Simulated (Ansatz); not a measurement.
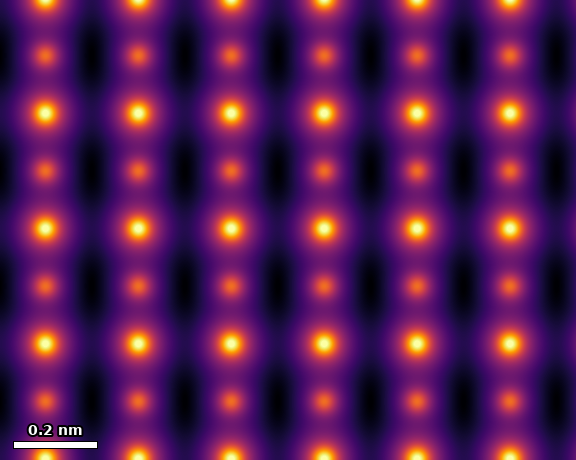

Map of the projected electrostatic potential of a crystal. Computed as the sum of neutral-atom potentials (tabulated electron scattering factors, B = 0.5 Å²) projected along the beam and smoothed by 0.25 Å; brighter is more positive. The display is stretched by a gamma of 0.6; percentages refer to the linear signal.

> Measure the repeat of the pattern.

The pattern repeats on a rectangular net of 2.3 × 2.8 Å.

> Which plane group does this projection have?

p2mm: mirror lines in two perpendicular directions, with twofold points where they cross.

> How many columns does the smallest repeating cell hold, and how many levels of brightness?

2 columns in the primitive cell of 6.3 Å², with 2 levels of brightness (about 100, 50 % of the brightest, counted from the darkest point).

The crystal is Al (P6/mmm, No. 191) seen along [210]. Model: the geometry relaxed with Ansatz 0.2.0, DFT, r2SCAN, plane waves (500 eV) with PAW, scalar-relativistic; the starting structure was generated, so it need not be a known form of this composition.
